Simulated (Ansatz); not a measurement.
System: Al₃Ni₂, space group P-3m1 (No. 164).

The given structure:
```
CELL_PARAMETERS angstrom
4.00314 0.00000 0.00000
-2.00157 3.46682 0.00000
0.00000 0.00000 4.85946
ATOMIC_POSITIONS crystal
Al 0.00000 0.00000 0.00000
Al 0.33333 0.66667 0.64778
Al 0.66667 0.33333 0.35222
Ni 0.33333 0.66667 0.14557
Ni 0.66667 0.33333 0.85443
```

Input of one of the runs behind the figure:
```
crystal:
  lattice:
    - [4.0031396448, 0.0, 0.0]
    - [-2.0015698224, 3.4668206273, 0.0]
    - [0.0, 0.0, 4.8594646139]
  atoms:
    - { symbol: Al, position: [0.0, 0.0, 0.0] }
    - { symbol: Al, position: [0.3333333333, 0.6666666667, 0.6477829058] }
    - { symbol: Al, position: [0.6666666667, 0.3333333333, 0.3522170942] }
    - { symbol: Ni, position: [0.3333333333, 0.6666666667, 0.1455709069] }
    - { symbol: Ni, position: [0.6666666667, 0.3333333333, 0.8544290931] }
basis:
  ecutwfc: 420
kpoints:
  mp_grid: { grid: [12, 12, 8] }
hamiltonian:
  xc: pbesol
scf:
  occupations: { method: gaussian, width: 0.1 }
output:
  forces: true
  stress: true
  eigenvalues: true
```

Run as:
```bash
ansatz run input.yaml --threads 1 --pin off --max-ram 2560MiB --backend cpu --events-out ev --progress --plain --runs-dir out
```

Method: energy, stress and cell of a relaxed crystal along a series of strains, atoms and what the cell freedom names relaxed within the symmetry; plane waves with PAW datasets, Γ-centred k mesh; energies extrapolated to zero smearing (Ansatz 0.2.0). Level: PBEsol, no spin polarisation.

- wave cutoff: 420 eV
- k mesh: 12×12×8
- occupations: Gaussian
- smearing width: 0.1 eV
- strain kind: biaxial in the ab plane
- cell freedom: length and tilt of c free

Predict the energy change, volume change and c/a against strain. The strain takes the values −3, −2, −1, 0, 1, 2, 3 %.

The energy rises on both sides of the starting structure, which is therefore a minimum along this path. The energy change is 26.55 meV/atom at strain −3 % and 23.48 meV/atom at 3 %; the lowest computed point is at strain 0 % (0.00 meV/atom), in a single well. The volume change rises from −4.48 % at strain −3 % to 5.00 % at 3 %. The c/a falls from 1.2704 at strain −3 % to 1.1665 at 3 %. The solid is metallic at every point.

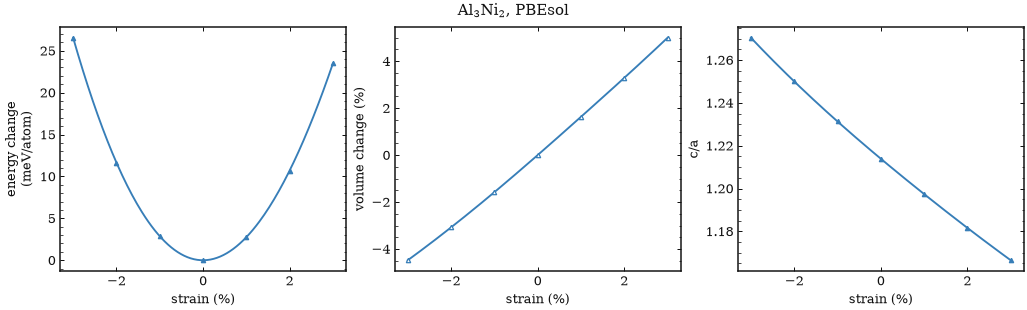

Keep in mind: no spin polarisation, a magnetic state may lie lower.
